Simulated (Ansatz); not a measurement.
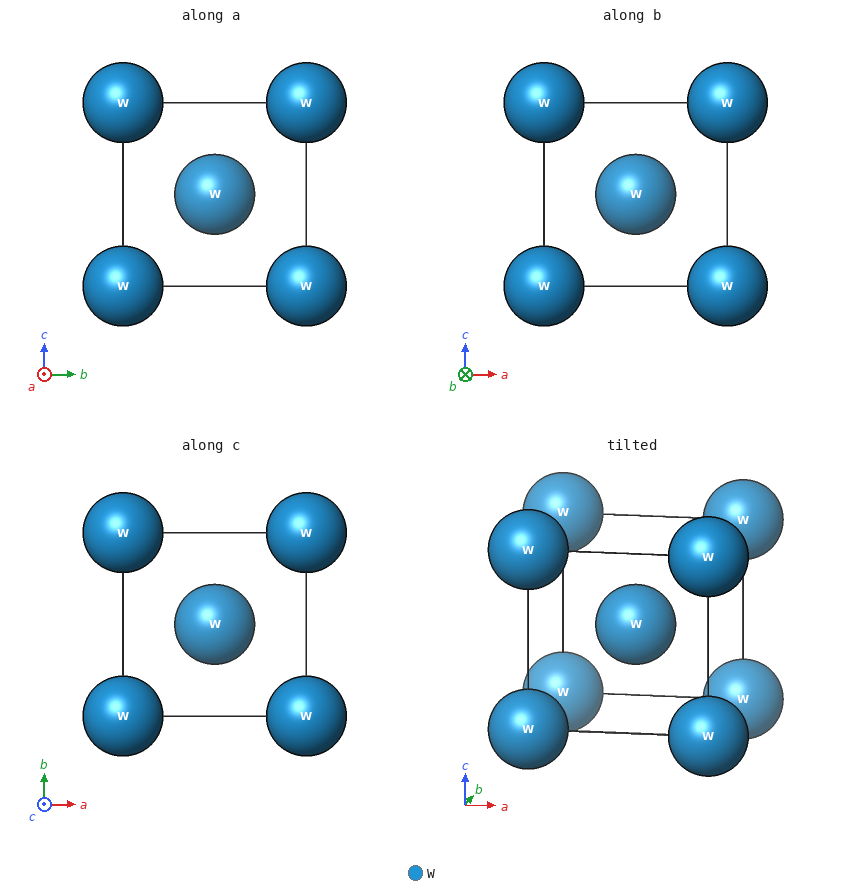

This spheres-only model is shown along the a axis, along the b axis, along the c axis and slightly off an axis. The parallelepiped is the conventional unit cell.

Lattice parameters: a = 3.2090 Å, b = 3.2090 Å, c = 3.2090 Å, α = 90.000°, β = 90.000°, γ = 90.000°.

Convert the drawing into a CIF with its space group and independent sites.

Answer.
```cif
data_structure
_symmetry_space_group_name_H-M 'I m -3 m'
_symmetry_Int_Tables_number 229
_cell_length_a 3.2090
_cell_length_b 3.2090
_cell_length_c 3.2090
_cell_angle_alpha 90.000
_cell_angle_beta 90.000
_cell_angle_gamma 90.000
_cell_volume 33.05
loop_
_atom_site_label
_atom_site_type_symbol
_atom_site_symmetry_multiplicity
_atom_site_Wyckoff_symbol
_atom_site_fract_x
_atom_site_fract_y
_atom_site_fract_z
_atom_site_occupancy
W1 W 2 a 0.0000 0.0000 0.0000 1
```

Origin of the cell: the standard structure of this element. The cell was then strained or its atoms displaced on purpose. A calculation with Ansatz used it as input.

At this level of theory the cell isn't at rest (stretched, at -7 GPa), so its distances can differ from those at equilibrium, the more so the softer the solid.
